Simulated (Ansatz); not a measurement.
System: Ge, space group Fd-3m (No. 227) (one of a set of cubic test structures, which need not be the stable phase).

One of the inputs:
```
crystal:
  lattice:
    - [0.0, 2.862047076228, 2.862047076228]
    - [2.862047076228, 0.0, 2.862047076228]
    - [2.862047076228, 2.862047076228, 0.0]
  atoms:
    - { symbol: Ge, position: [0, 0, 0] }
    - { symbol: Ge, position: [0.25, 0.25, 0.25] }
kpoints:
  mp_grid: { grid: [10, 10, 10] }
hamiltonian:
  xc: r2scan
  pseudopotentials: { kind: paw, source: ansatz }
scf:
  occupations: { method: fermi_dirac, width: 0.1 }
  convergence: { dr2_threshold: "1e-9 eV" }
  max_iter: 300
output:
  forces: true
  stress: true
basis:
  xc_grid: 2
```

Command:
```bash
ansatz run input.yaml --threads 1
```

How it was computed, with Ansatz 0.2.0 development build: equation of state of a cubic crystal from periodic Kohn-Sham density functional theory without spin, third-order Birch-Murnaghan fit to the free energies; pressure corrected for the finite basis. Level: r2SCAN.

- structure type: diamond
- atoms in cell: 2
- space group number: 227
- lattice centring: face-centred primitive
- k mesh: 10×10×10
- occupation method: Fermi–Dirac
- occupation width: 0.1 eV
- wave cutoff: 1230 eV
- datasets: hand-made PAW
- density tolerance: 1e−09 eV
- bands: 18
- density cutoff ratio: 4
- search for lower states: default
- xc grid level: 2

Describe the result: the energy above the lowest point and pressure against volume. The volume takes the values 22.01, 22.73, 23.44, 24.16, 24.88 Å³/atom.

A third-order Birch–Murnaghan fit gives V0 = 22.87 Å³/atom, B0 = 70.7 GPa and B′ = 4.9. The energy above the lowest point is 7.5 meV/atom at volume 22.01 Å³/atom and 33.0 meV/atom at 24.88 Å³/atom; the lowest computed point is at volume 22.73 Å³/atom (0.0 meV/atom), and no other minimum shows among the points. The pressure falls from 2.975 GPa at volume 22.01 Å³/atom to −4.868 GPa at 24.88 Å³/atom, and changes sign near 22.88 Å³/atom.

| volume (Å³/atom) | energy above the lowest point (meV/atom) | pressure (GPa) |
| --- | --- | --- |
| 22.01 | 7.5 | 2.975 |
| 22.73 | 0.0 | 0.440 |
| 23.44 | 2.9 | −1.659 |
| 24.16 | 14.3 | −3.405 |
| 24.88 | 33.0 | −4.868 |

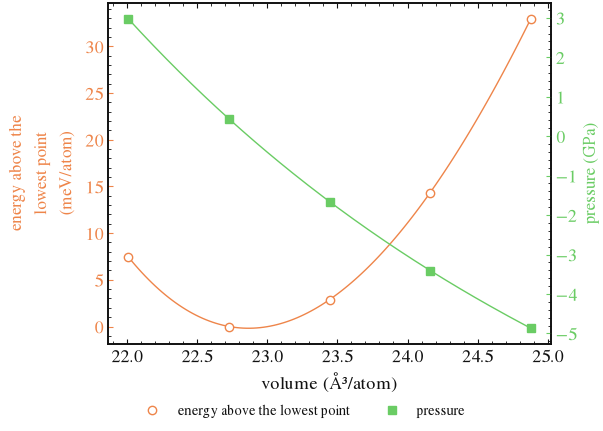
